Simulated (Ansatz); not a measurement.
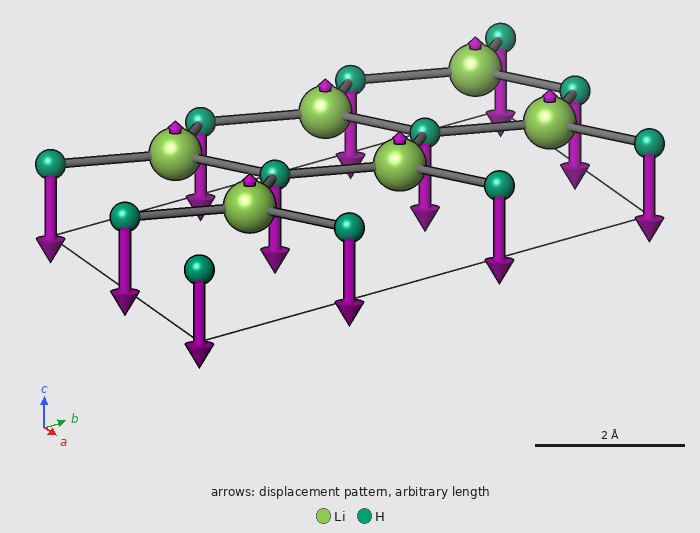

Phonons of a free-standing layer of LiH (a generated structure), space group P-6m2 (No. 187), at the zone centre. The optical levels lie at 745, 1068 (×2) cm⁻¹. One mode is drawn. The purple arrows give the relative displacements of the atoms. The picture is a ball-and-stick view of the 2 × 3 repeat of the cell, outlined in the plane, without the vacuum, seen slightly off an axis.

Computed with DFT PBE, scalar-relativistic, plane waves, PAW (Ansatz 0.2.0). Set-up: plane-wave cutoff 420 eV; k-point mesh 12 × 12 × 1; occupations fixed; no spin polarisation.

Frequencies are those without the non-analytic (LO–TO) term.

Question: Which of these frequencies is the drawn mode's?

Answer: The level at 745 cm⁻¹. This is the A₂″ mode, the lowest optical level, infrared-active by symmetry. The H sublattice moves against the Li sublattice, along c of the drawn cell; the H–Li bond lengths don't change to first order, so for these it is a bending, tilting or sliding motion; the kinetic energy is shared as H 87 %, Li 13 %.
